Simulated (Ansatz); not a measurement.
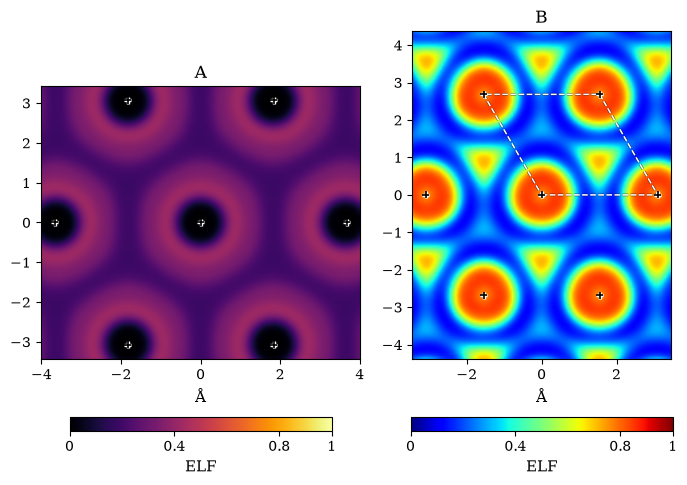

The electron localisation function of 2 systems, each on a plane through atoms (crosses mark nuclei in the plane).

Computed with DFT PBE, scalar-relativistic, plane waves, PAW (Ansatz).

System 1: Hf, the (001) plane of the conventional cell. Space group P6₃/mmc; changed on purpose from its base cell (strain -0.030 along x and y, -0.015 along z, atoms carried along); computed pressure about 10 GPa in this cell.

```cif
data_structure
_symmetry_space_group_name_H-M 'P 1'
_symmetry_Int_Tables_number 1
_cell_length_a 3.1008
_cell_length_b 3.1008
_cell_length_c 4.9819
_cell_angle_alpha 90.000
_cell_angle_beta 90.000
_cell_angle_gamma 120.000
_cell_volume 41.48
loop_
_atom_site_label
_atom_site_type_symbol
_atom_site_fract_x
_atom_site_fract_y
_atom_site_fract_z
_atom_site_occupancy
Hf1 Hf 0.33333 0.66667 0.25000 1
Hf2 Hf 0.66667 0.33333 0.75000 1
```

System 2: Pb, the (101̄) plane of the conventional cell. Space group I4/mmm; changed on purpose from its base cell (strain +0.050 along x and y, +0.000 along z, atoms carried along).

Match each panel to its system.

Answer. Panel A is system 2, Pb: the plane holds Pb. Pb–Pb (3.58 Å): the ELF is about 0.20 at the midpoint: no shared electron pair shows on this line. Panel B is system 1, Hf: the plane holds Hf.
